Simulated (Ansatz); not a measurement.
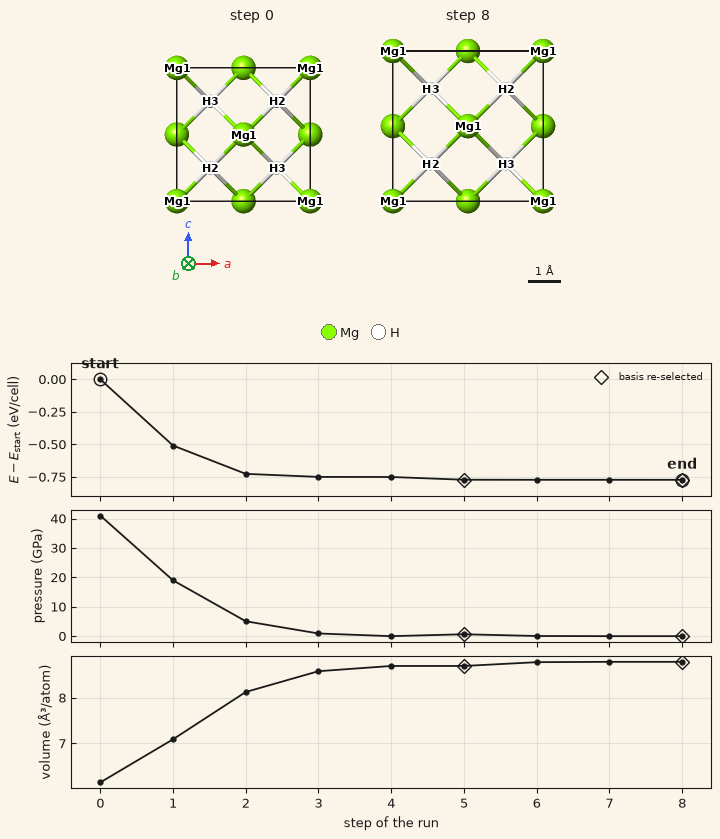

First and last geometry of a relaxation of crystalline MgH$_{2}$ (built on the fluorite type), with the history of the run. The picture is a ball-and-stick view of the conventional cell (4 times the calculation's cell), seen along the b axis. Lengths and directions refer to the drawn axes.

These are results of DFT, PBEsol, plane waves, PAW (Ansatz), not measurements. (plane-wave cutoff 420 eV; k-point mesh 8 × 8 × 8; occupations fermi dirac; smearing width 0.03 eV; no spin polarisation; cell and atoms relaxed; force threshold 0.01 eV/Å; at most 120 steps)

**What do the curves and the structures tell?**

It converged. The atoms keep their places relative to the cell (all moves are under 0.005 Å). Cell: a = b = c 4.194 → 4.724 Å (+12.6 %). Volume +42.9 %. Some distances before and after: Mg1–H2 1.816 → 2.046 Å. The space group stays Fm-3m (No. 225). Over 6 accepted moves (8 points after the start) the energy falls by 0.772 eV per cell of the calculation. All forces vanish by symmetry, so only the cell relaxes. Pressure: 41.03 GPa at the start and 0.00 GPa at the end. The SCF was repeated twice at an unchanged geometry on a basis and grid sized afresh for the cell, which shifted the energy by 21.3 meV per cell of the calculation at most.

| step | E − E(0), meV/atom | pressure, GPa | volume, Å³/atom | note |
| --- | --- | --- | --- | --- |
| 0 | 0.00 | 41.03 | 6.147 |  |
| 1 | -169.56 | 18.99 | 7.091 |  |
| 2 | -242.10 | 5.07 | 8.126 |  |
| 3 | -249.92 | 0.91 | 8.581 |  |
| 4 | -250.14 | 0.00 | 8.696 |  |
| 5 | -257.23 | 0.65 | 8.696 | same geometry, new basis |
| 6 | -257.34 | 0.06 | 8.779 |  |
| 7 | -257.34 | 0.00 | 8.786 |  |
| 8 | -257.41 | 0.00 | 8.786 | same geometry, new basis |
